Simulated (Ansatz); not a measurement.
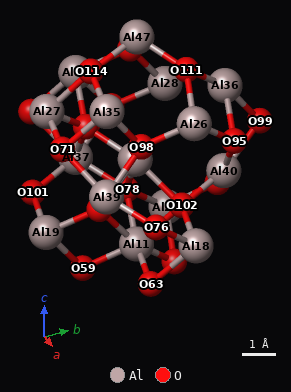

A defect cell of composition Al$_{48}$O$_{71}$, before the relaxation. The picture is a ball-and-stick view of the atoms within 4.2 Å of the atom that moves most (axes of the cell of the calculation), seen slightly off an axis.

The atoms of the start lie slightly off their symmetric places, so part of the fall in energy undoes that.

Method: DFT, PBEsol, PAW, plane waves (Ansatz 0.2.0).

(plane-wave cutoff 420 eV; k-point mesh 1 × 1 × 1; mesh shifted by (0.25, 0.25, 0.25); collinear spin; atoms relaxed in a fixed cell; force threshold 0.03 eV/Å; at most 80 steps)

```xyz
119
Lattice="9.5479 0.0000 0.0000 -4.7739 8.2687 0.0000 0.0000 0.0000 13.0136" Properties=species:S:1:pos:R:3 pbc="T T T"
Al    2.3783    1.4062    2.4055
Al   -0.0118    5.4986    2.4225
Al    7.1705    1.3941    2.4095
Al    4.8158    5.5035    2.3967
Al    0.0235    2.7649    0.2607
Al   -2.4158    6.8706    0.2285
Al    4.7756    2.8264    0.2434
Al    2.4033    6.8561    0.2440
Al    0.0119    2.7695    4.0918
Al   -2.3791    6.8832    4.0742
Al    4.7645    2.7834    4.0905
Al    2.4007    6.8799    4.1064
Al   -0.0005    2.7609    6.7241
Al   -2.3816    6.9036    6.7456
Al    4.7809    2.7405    6.7540
Al    2.3964    6.9254    6.7573
Al   -4.7437    8.2658    4.5869
Al   -2.3654    4.1528    4.5880
Al   -0.0057    8.2561    4.5923
Al    2.3972    4.1599    4.5773
Al    9.5440    0.0050    1.9443
Al    7.1385    4.1517    1.9627
Al    4.7772    0.0188    1.9385
Al    2.3884    4.1412    1.9516
Al    0.0058    0.0256    8.4248
Al   -2.3534    4.0959    8.4275
Al    4.8030    0.0067    8.3989
Al    2.3867    4.1298    8.4453
Al    4.7790    8.2299   11.1049
Al    7.1588    4.1125   11.0443
Al    0.0008    8.2345   11.0736
Al    2.3795    4.1215   11.0828
Al    2.3924    1.3672    8.9282
Al    0.0044    5.5014    8.9306
Al    7.1401    1.4087    8.9270
Al    4.7861    5.5167    8.9296
Al    2.3952    1.3614    6.2636
Al   -0.0250    5.4956    6.2682
Al    7.1843    1.3875    6.2614
Al    4.7522    5.4861    6.2515
Al    2.3856    1.4054   12.7767
Al   -0.0134    5.5415   12.7522
Al    7.1495    1.3602   12.7857
Al    4.7455    5.5321   12.7661
Al   -0.0189    2.7698   10.5805
Al   -2.4003    6.8764   10.5900
Al    4.7973    2.7891   10.5962
Al    2.3472    6.9163   10.6160
O    -3.3207    8.2458    3.2552
O    -0.9304    4.1446    3.2575
O     6.2483    0.0187    3.2756
O     3.8786    4.1271    3.2422
O     3.1351    0.1169    1.0885
O     0.7325    4.2486    1.1042
O     7.8943    0.0907    1.0739
O     5.4743    4.2385    1.0705
O     8.7965    1.2789    3.2316
O    -3.1119    5.4090    3.2199
O     4.0515    1.2600    3.2231
O     1.6522    5.4092    3.2474
O     1.6538    2.8660    3.2342
O    -0.7221    7.0056    3.2676
O     6.4276    2.8964    3.2595
O     4.0496    6.9814    3.2675
O     0.9392    1.4076    1.1086
O    -1.4864    5.4861    1.0719
O     5.6838    1.3736    1.0936
O     3.3191    5.4971    1.0984
O     1.6610    0.1287    7.5731
O    -0.6948    4.2575    7.5806
O     6.4004    0.1714    7.6114
O     0.7147    1.5108    5.4073
O    -1.6496    5.6359    5.4256
O     5.5098    1.4853    5.4357
O     3.1014    5.6098    5.4496
O    -1.4583    2.7402    5.4711
O    -3.8429    6.8980    5.4054
O     3.3116    2.7610    5.4281
O     0.9152    6.9106    5.4664
O    -0.7204    1.4914   11.9334
O    -3.1194    5.6118   11.9516
O     4.0387    1.4723   11.9182
O     1.6600    5.6180   11.9476
O    -1.6627    2.8948    9.7263
O    -4.0251    6.9961    9.7903
O     3.1288    2.9010    9.7856
O     0.7478    7.0141    9.7279
O     3.0845    2.6476    1.0953
O     0.7211    6.7847    1.0959
O     7.9032    2.6466    1.0471
O     5.5453    6.7629    1.0884
O     3.8323    1.3929    7.5987
O     1.4692    5.5023    7.6034
O     8.6582    1.3408    7.5948
O     6.2615    5.5124    7.5727
O     1.6659    2.6172    7.6251
O    -0.7210    6.7757    7.5921
O     6.4227    2.6094    7.5754
O     4.0501    6.7344    7.5748
O     0.7216    4.0161    5.4130
O    -1.6675    8.1646    5.4226
O     5.5084    4.0392    5.4316
O     3.1397    8.1507    5.4019
O     1.4764    2.7296   11.9227
O    -0.9379    6.9142   11.9511
O     6.1939    2.7715   11.9036
O     3.8697    6.8928   11.9399
O    -1.4553    8.2428    9.7497
O     0.8937    4.1555    9.7429
O     3.3101    8.2646    9.7582
O     5.7264    4.1386    9.7397
O     0.7181    1.2595    9.7445
O    -1.6689    5.3650    9.7978
O     5.4765    1.2348    9.7682
O     3.1318    5.4131    9.7423
O    -0.7303    4.0023   11.9436
O    -3.1185    8.1939   11.8690
O     4.0210    4.0381   11.9176
O     1.6878    8.1951   11.9623
```

Q: What does the optimiser find from here?

A: Al15 moves most: 0.12 Å along [0 3 1]. Largest moves by element: Al 0.12 Å, O 0.07 Å. The cell doesn't change. Near-neighbour distances that change, for instance: Al15–O74 1.961 → 2.064 Å, Al27–O71 1.789 → 1.860 Å, Al11–O74 2.013 → 1.952 Å, Al39–O76 1.809 → 1.864 Å. Bond angles that change, for instance: Al15–O92–Al33 134.0° → 129.0°, O78–Al15–O98 164.1° → 159.4°, O74–Al15–O92 91.8° → 87.5°. After 4 geometry steps the energy has fallen by 1.371 eV per cell of the calculation. The largest force component goes from 1.7 to 0.009 eV/Å. The program noted that the starting moments weren't kept.

After the run, drawn alike:

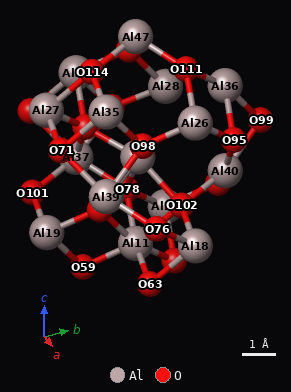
